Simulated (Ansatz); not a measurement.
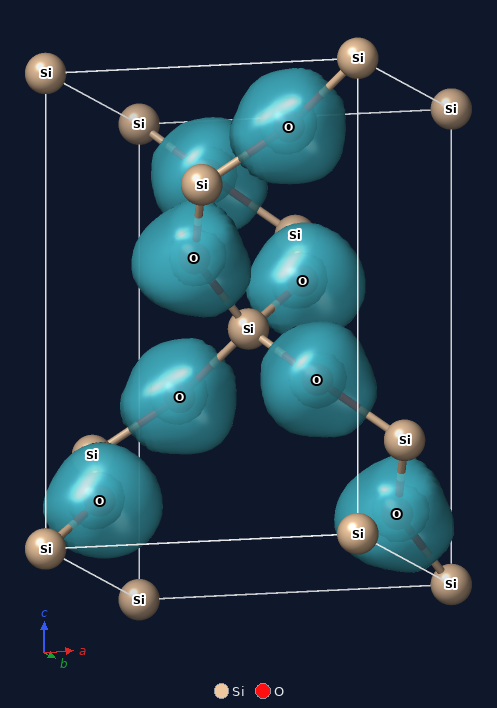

SiO$_{2}$. Isosurface of the electron localisation function at 0.75 (cyan), seen at an oblique angle. Only the valence region is drawn (cores and ρ < 0.01 e/Å³ removed). Sticks mark near contacts.

Space group I-42d; a structure from a database of computed crystals, not necessarily the ambient phase; started from the database structure prototype, which need not be the ambient phase.

Method: DFT, r2SCAN, plane waves, PAW in Ansatz 0.2.0.

```xyz
12
Lattice="4.9463 0.0000 0.0000 0.0000 4.9463 0.0000 0.0000 0.0000 7.3137" Properties=species:S:1:pos:R:3 pbc="T T T"
Si    0.0000    0.0000    0.0000
Si    2.4731    2.4731    3.6568
Si    0.0000    2.4731    1.8284
Si    2.4731    0.0000    5.4853
O     0.4854    1.2366    0.9142
O     2.9585    3.7097    4.5711
O     1.2366    2.9585    2.7426
O     3.7097    0.4854    6.3995
O     3.7097    1.9878    2.7426
O     1.2366    4.4609    6.3995
O     1.9878    1.2366    4.5711
O     4.4609    3.7097    0.9142
```

Where are the electrons localised?

The ELF exceeds this value in eight regions on O in which the atom's valence shell and bonds are merged, counted in one cell of 12 atoms. Any copies at cell faces, edges or corners count once.

Values along the shortest contacts:
Si–O (1.61 Å): the ELF peaks at about 0.85 between the atoms (a short, strongly polar bond).
